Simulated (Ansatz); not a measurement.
## Electronic structure of Ta$_{4}$C$_{5}$ (slab) in real space

Input file:

```
crystal:
  lattice:
    - [3.1644852995, 0.0, 0.0]
    - [-1.5822426497, 2.7405246593, 0.0]
    - [0.0, 0.0, 25.3351657097]
  atoms:
    - { symbol: C, position: [0.3333333333, 0.6666666667, 0.3036372146] }
    - { symbol: Ta, position: [0.6666666667, 0.3333333333, 0.3423454818] }
    - { symbol: C, position: [0.0, 0.0, 0.4001247685] }
    - { symbol: Ta, position: [0.3333333333, 0.6666666667, 0.447467826] }
    - { symbol: C, position: [0.6666666667, 0.3333333333, 0.4999999967] }
    - { symbol: Ta, position: [0.0, 0.0, 0.5525321753] }
    - { symbol: C, position: [0.3333333333, 0.6666666667, 0.5998752322] }
    - { symbol: Ta, position: [0.6666666667, 0.3333333333, 0.6576545162] }
    - { symbol: C, position: [0.0, 0.0, 0.6963627887] }
basis:
  ecutwfc: 420
kpoints:
  mp_grid: { grid: [12, 12, 1] }
  band_path:
    path:
      - [0.5, 0, 0]
      - [0, 0, 0]
      - [0.3333333333333, 0.3333333333333, 0]
      - [0.5, 0, 0]
    npoints: 12
hamiltonian:
  xc: pbe
scf:
  occupations: { method: gaussian, width: 0.1 }
  n_extra_bands: 24
output:
  forces: true
  eigenvalues: true
  populations: true
  fatbands: true
  write_density: true
  write_potential: true
  elf: true
  volumetric_format: npy
efield:
  axis: 3
  dipole_correction: true
  ramp_width: 0.04
```

Command:

```sh
ansatz run input.yaml --threads 2 --pin off --max-ram 5120MiB --backend cpu --events-out ev --progress --plain --runs-dir out
```

Method: DFT PBE, scalar-relativistic, plane waves, PAW (Ansatz).

Core electrons are frozen (PAW), and the valence fields are smoothed inside the atomic spheres.

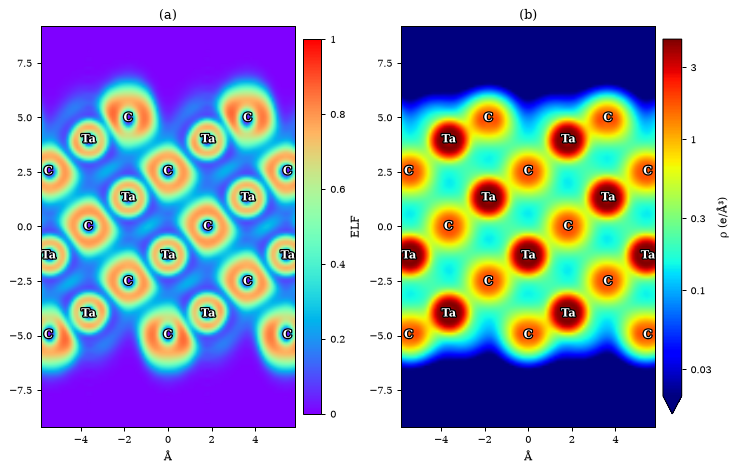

Figure 1. (a) electron localisation function; (b) valence electron density on the (110) plane of the calculation cell, a cut from vacuum to vacuum.

**What do the fields say about this system?**

The plane passes through C and Ta nuclei. Ta–C (2.07 Å): ρ at the midpoint is about 0.84 e/Å³; the ELF peaks at about 0.80 in the valence shell of C, 0.6 Å from its nucleus, and is about 0.35 at the midpoint. Ta–C (2.19 Å): ρ at the midpoint is about 0.64 e/Å³; the ELF peaks at about 0.80 in the valence shell of C, 0.7 Å from its nucleus, and is about 0.25 at the midpoint. Ta–C (2.26 Å): ρ at the midpoint is about 0.54 e/Å³; the ELF peaks at about 0.80 in the valence shell of C, 0.7 Å from its nucleus, and is about 0.25 at the midpoint. Ta–C (2.34 Å): ρ at the midpoint is about 0.46 e/Å³; the ELF peaks at about 0.80 in the valence shell of C, 0.7 Å from its nucleus, and is about 0.20 at the midpoint. The density dies away to nearly zero in the vacuum. The features right at Ta lie inside the PAW spheres, where the map follows smoothed inner orbitals and isn't to be read closely.

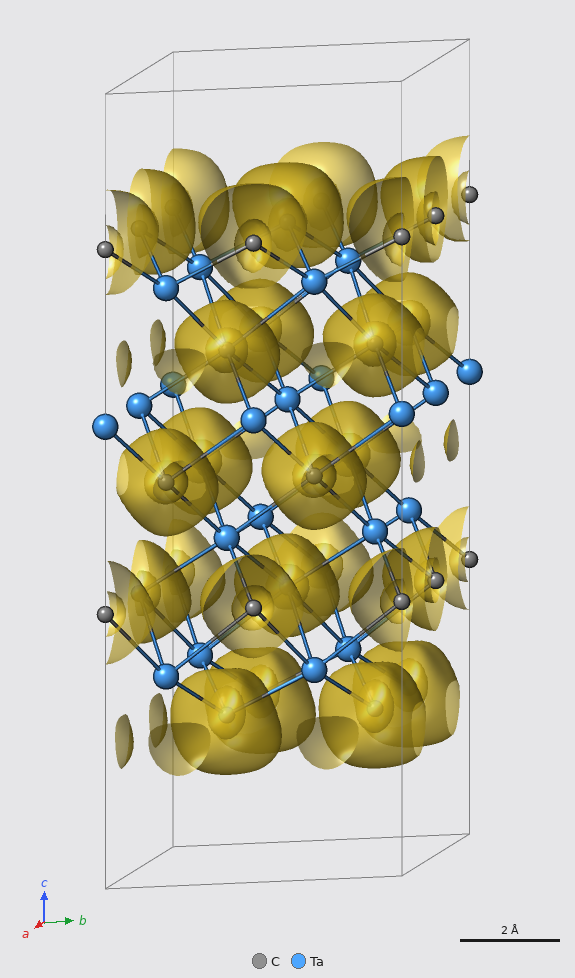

Figure 2. Isosurface of the electron localisation function at 0.6 (yellow), seen slightly off an axis. Only the valence region is drawn (cores and ρ < 0.01 e/Å³ removed). Sticks mark near contacts.

**What do the ELF domains correspond to?**

The surface consists of five regions wrapped around C (the valence shell of each), counted in one cell of 9 atoms. Counts are for one cell; the picture repeats the cell along the surface.

**Does the calculation make it a metal, or give it a gap?**

It is metallic or semimetallic at this level of theory: no gap opens.
